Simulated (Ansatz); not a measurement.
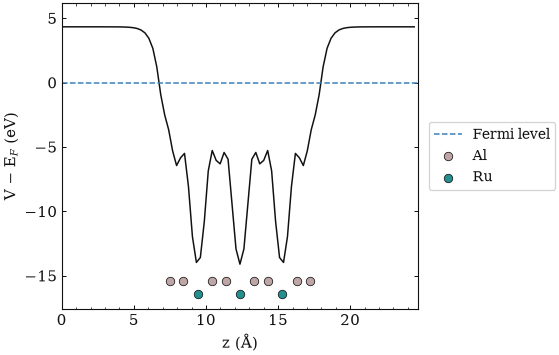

Plane-averaged electrostatic potential energy of an electron across the slab; circles at the bottom mark the heights of the atoms.

The Ansatz input:

```
crystal:
  lattice:
    - [3.121357763, 0.0, 0.0]
    - [-1.5606788815, 4.491423991, 0.0]
    - [0.0, 0.0, 24.7117606004]
  atoms:
    - { symbol: Al, position: [0.7002399781, 0.4004799562, 0.3034992173] }
    - { symbol: Al, position: [0.4205021979, 0.8410043958, 0.3411811236] }
    - { symbol: Ru, position: [0.120742176, 0.2414843521, 0.3815601136] }
    - { symbol: Al, position: [0.8209821542, 0.6419643083, 0.4219391037] }
    - { symbol: Al, position: [0.5412443739, 0.0824887479, 0.4596210099] }
    - { symbol: Ru, position: [0.2414843521, 0.4829687041, 0.5] }
    - { symbol: Al, position: [0.9417243302, 0.8834486604, 0.5403789901] }
    - { symbol: Al, position: [0.66198655, 0.3239730999, 0.5780608963] }
    - { symbol: Ru, position: [0.3622265281, 0.7244530562, 0.6184398864] }
    - { symbol: Al, position: [0.0624665062, 0.1249330124, 0.6588188764] }
    - { symbol: Al, position: [0.782728726, 0.565457452, 0.6965007827] }
basis:
  ecutwfc: 420
kpoints:
  mp_grid: { grid: [12, 8, 1] }
hamiltonian:
  xc: pbesol
scf:
  occupations: { method: gaussian, width: 0.1 }
output:
  forces: true
  stress: true
  eigenvalues: true
  write_density: true
  write_potential: true
  elf: true
  volumetric_format: npy
efield:
  axis: 3
  dipole_correction: true
  ramp_width: 0.04
```

Run as:
```bash
ansatz run input.yaml --threads 1 --pin off --max-ram 2560MiB --backend cpu --events-out ev --progress --plain --runs-dir out
```

Q: Read off the work function of each face.

A: The work function is 4.33 eV, the same on both faces. The two vacuum levels agree, so the slab has no net dipole along its normal.

Q: How thick are slab and vacuum?

A: The outermost atoms are 9.7 Å apart, which leaves 15.0 Å of vacuum in a cell 24.7 Å high.

The atoms aren't at rest in this cell (largest force 0.5 eV/Å), so the relaxed material can differ.
